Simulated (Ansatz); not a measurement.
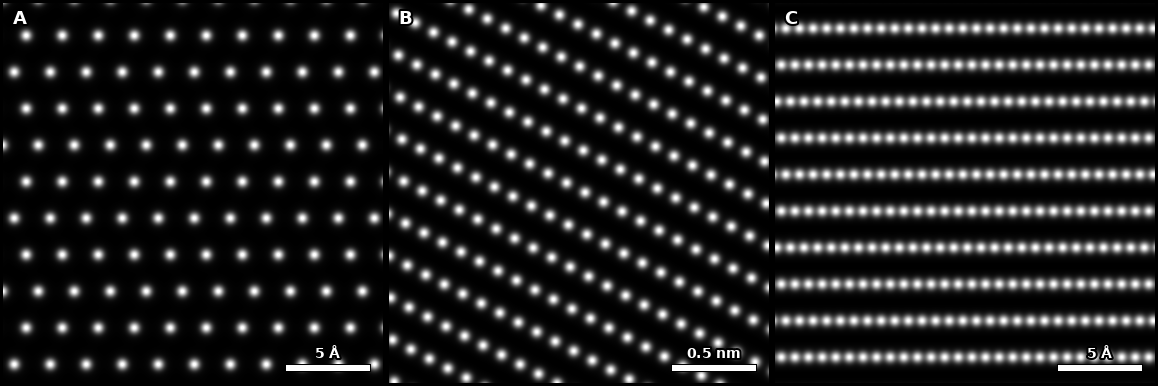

Three views of Cr (P6_3/mmc, No. 194) along different zone axes. The image is simulated as a sum over atoms of Z^1.7, blurred by a 0.53 Å probe (no channelling). The probe carries 25 % of its weight in a tail 2.5 times as wide. Model: the end point of a relaxation with DFT, RPBE, plane waves (420 eV) with PAW, scalar-relativistic in Ansatz; the starting structure was generated, so it need not be a known form of this composition.

```cif
data_structure
_symmetry_space_group_name_H-M 'P6_3/mmc'
_symmetry_Int_Tables_number 194
_cell_length_a 2.5195
_cell_length_b 2.5195
_cell_length_c 8.8542
_cell_angle_alpha 90.000
_cell_angle_beta 90.000
_cell_angle_gamma 120.000
_cell_volume 48.68
loop_
_atom_site_label
_atom_site_type_symbol
_atom_site_symmetry_multiplicity
_atom_site_Wyckoff_symbol
_atom_site_fract_x
_atom_site_fract_y
_atom_site_fract_z
_atom_site_occupancy
Cr1 Cr 2 a 0.00000 0.00000 0.00000 1
Cr2 Cr 2 c 0.33333 0.66667 0.25000 1
```

> Match the panels to the zone axes [100], [210] and [310].

A is [100]: projected cell 2.18 × 8.85 Å, 90°, plane group p2mg. B is [210]: projected cell 1.26 × 2.21 Å, 90°, plane group p2mm. C is [310]: projected cell 0.82 × 8.85 Å, 90°.
